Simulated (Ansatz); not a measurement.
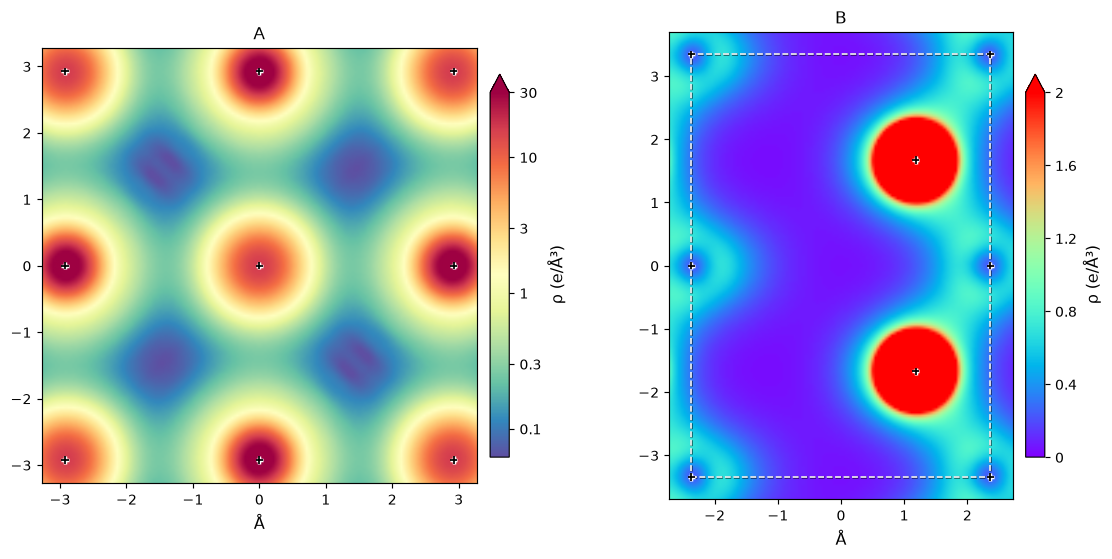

The valence pseudo-density of 2 systems, each on a plane through atoms (crosses mark nuclei in the plane).

The calculation used Ansatz 0.2.0, DFT LDA, scalar-relativistic, plane waves, PAW.

System 1: SnSe, the (001) plane of the conventional cell. Space group Fm-3m; changed on purpose from its base cell (volume × 0.98, shape and atoms relaxed).

```xyz
8
Lattice="5.8530 0.0000 0.0000 0.0000 5.8530 0.0000 0.0000 0.0000 5.8530" Properties=species:S:1:pos:R:3 pbc="T T T"
Sn    0.0000    0.0000    0.0000
Sn    2.9265    2.9265    0.0000
Sn    2.9265    0.0000    2.9265
Sn    0.0000    2.9265    2.9265
Se    2.9265    0.0000    0.0000
Se    0.0000    2.9265    0.0000
Se    0.0000    0.0000    2.9265
Se    2.9265    2.9265    2.9265
```

System 2: BAs, the (011) plane of the conventional cell. Space group F-43m.

```
CELL_PARAMETERS angstrom
4.73185 0.00000 0.00000
0.00000 0.00000 -4.73185
0.00000 4.73185 0.00000
ATOMIC_POSITIONS crystal
B 0.50000 0.50000 0.00000
B 0.00000 0.50000 0.50000
B 0.00000 0.00000 0.00000
B 0.50000 0.00000 0.50000
As 0.75000 0.75000 0.25000
As 0.25000 0.75000 0.75000
As 0.25000 0.25000 0.25000
As 0.75000 0.25000 0.75000
```

### Match each panel to its system.

Panel A is system 1, SnSe: the plane holds Sn and Se. Sn–Se (2.93 Å): the density is about 0.26 e/Å³ at the midpoint. Panel B is system 2, BAs: the plane holds B and As. B–As (2.05 Å): ρ is about 0.81 e/Å³ halfway.
